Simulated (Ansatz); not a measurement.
The compound is CuO, taken as the end point of a relaxation at fixed volume with DFT PBE, scalar-relativistic, plane waves, PAW (Ansatz).

```xyz
8
Lattice="4.0466 0.0000 0.0000 0.0000 4.0537 0.0000 0.0000 0.0000 5.1334" Properties=species:S:1:pos:R:3 pbc="T T T"
Cu    3.0349    1.0134    0.0000
Cu    1.0116    1.0134    2.5667
O     0.0000    2.0269    1.2833
O     0.0000    2.0269    3.8500
Cu    1.0116    3.0403    0.0000
Cu    3.0349    3.0403    2.5667
O     2.0233    0.0000    1.2833
O     2.0233    0.0000    3.8500
```

Bonds are taken as Cu–O below 2.2 Å. Atoms with one bond or none are removed and atoms with two bonds are replaced by edges, until no such atom is left.

What net does this leave?

The result is a binodal (4,4)-connected, three-periodic net: O is a 4-connected node; Cu is a 4-connected node, in the ratio 1:1. It is the pts net, known from cooperite, PtS. It is a single net, without interpenetration.

| node | links | point symbol | coordination sequence |
| --- | --- | --- | --- |
| O | 4 | 4^2.8^4 | 4 10 24 42 |
| Cu | 4 | 4^2.8^4 | 4 10 24 42 |

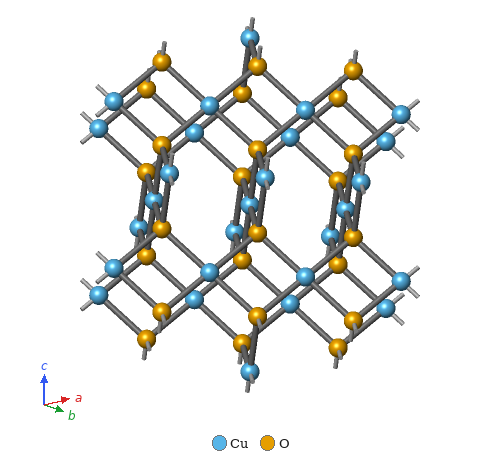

Nodes are coloured by topological kind. Short stubs are edges that leave the cut-out.
